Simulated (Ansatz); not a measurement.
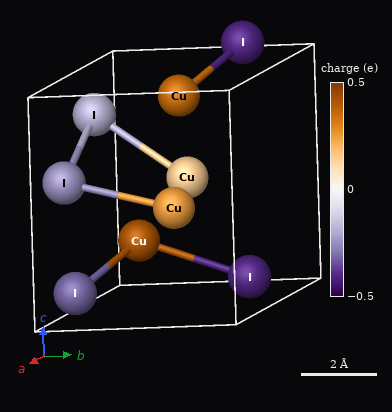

We look at a ball-and-stick model of the crystal slightly off an axis. The wireframe shows the simulation cell. The atoms of this CuI cell are coloured by their Bader charge.

The calculation used DFT, PAW plane waves, r2SCAN+U in Ansatz 0.2.0, with E_cut = 500 eV, a 3×3×3 grid in reciprocal space, Fermi-Dirac smearing of 0.042 eV, U_eff = 5.59 eV on Cu d, no spin polarisation.

**Who donates electrons here and who accepts them?**

Most positive: Cu; most negative: I. Charges: about Cu +0.1 to +0.4 e; I -0.4 to -0.2 e.

The picture shows a made-up disordered cell; the geometry isn't optimised. It was the input of a calculation with Ansatz.

At this level of theory the cell isn't at rest (forces up to 2.8 eV/Å), so its distances can differ from those at equilibrium, the more so the softer the solid.
